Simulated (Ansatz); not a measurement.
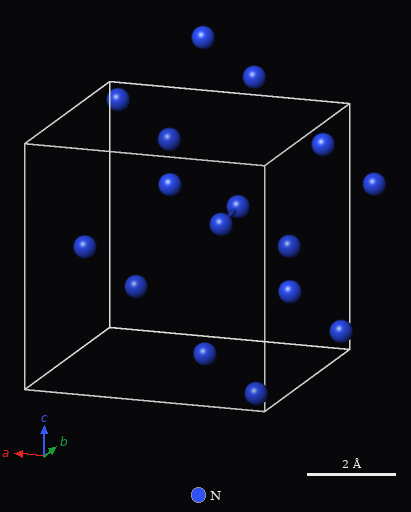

Starting structure of solid N (built on the database_198 type). A ball-and-stick model of the cell of the calculation, repeated 1 × 2 × 1 with one cell outlined, seen from a free direction.

Case: structure listed in a database for this formula (P2_13, No. 198).

Method: DFT r2SCAN, scalar-relativistic, plane waves, PAW (Ansatz 0.2.0).

The input:
```yaml
crystal:
  lattice:
    - [5.8073305146, 0.0, 0.0]
    - [0.0, 5.8073305146, 0.0]
    - [0.0, 0.0, 5.8073305146]
  atoms:
    - { symbol: "N", position: [0.0547537856, 0.0547537856, 0.0547537856] }
    - { symbol: "N", position: [0.4452462144, 0.9452462144, 0.5547537856] }
    - { symbol: "N", position: [0.5547537856, 0.4452462144, 0.9452462144] }
    - { symbol: "N", position: [0.9452462144, 0.5547537856, 0.4452462144] }
    - { symbol: "N", position: [0.9452462144, 0.9452462144, 0.9452462144] }
    - { symbol: "N", position: [0.5547537856, 0.0547537856, 0.4452462144] }
    - { symbol: "N", position: [0.4452462144, 0.5547537856, 0.0547537856] }
    - { symbol: "N", position: [0.0547537856, 0.4452462144, 0.5547537856] }
basis:
  ecutwfc: 500
kpoints:
  mp_grid: { grid: [4, 4, 4] }
hamiltonian:
  xc: r2scan
scf:
  occupations: { method: gaussian, width: 0.02 }
output:
  forces: true
  stress: true
  eigenvalues: true
relax:
  adjacent_minimum: "off"
  f_tol: 0.01
  max_steps: 80
  cell: { stress_tol: 0.05 }
```

**Where does the relaxation end?**

No atom moves by more than 0.005 Å relative to the cell. Cell: a = b = c 5.807 → 5.772 Å (−0.6 %). Volume −1.8 %. Some distances before and after: N1–N5 1.101 → 1.093 Å. The space group stays Pa-3 (No. 205). After 4 accepted moves (5 points after the start) the energy has fallen by 2.7 meV per atom. The largest force component goes from 0.72 to 0.0014 eV/Å. Pressure: −1.50 GPa at the start and 0.01 GPa at the end. At 1 point the geometry stayed and the basis and grid were re-selected for the new cell (energy shift of 0.2 meV per atom at most each time). The run took roughly 27 core-seconds on a shared host.

Step by step:

```tsv
step	E − E(0), meV/atom	largest force component, eV/Å	pressure, GPa	volume, Å³/atom	note
0	0.00	0.7156	-1.50	24.482	
1	-2.65	0.0848	0.16	24.441	
2	-2.71	0.0021	-0.02	24.392	
3	-2.73	0.0050	-0.02	24.343	
4	-2.85	0.0002	0.00	24.034	
5	-2.69	0.0014	0.01	24.034	same geometry, new basis
```
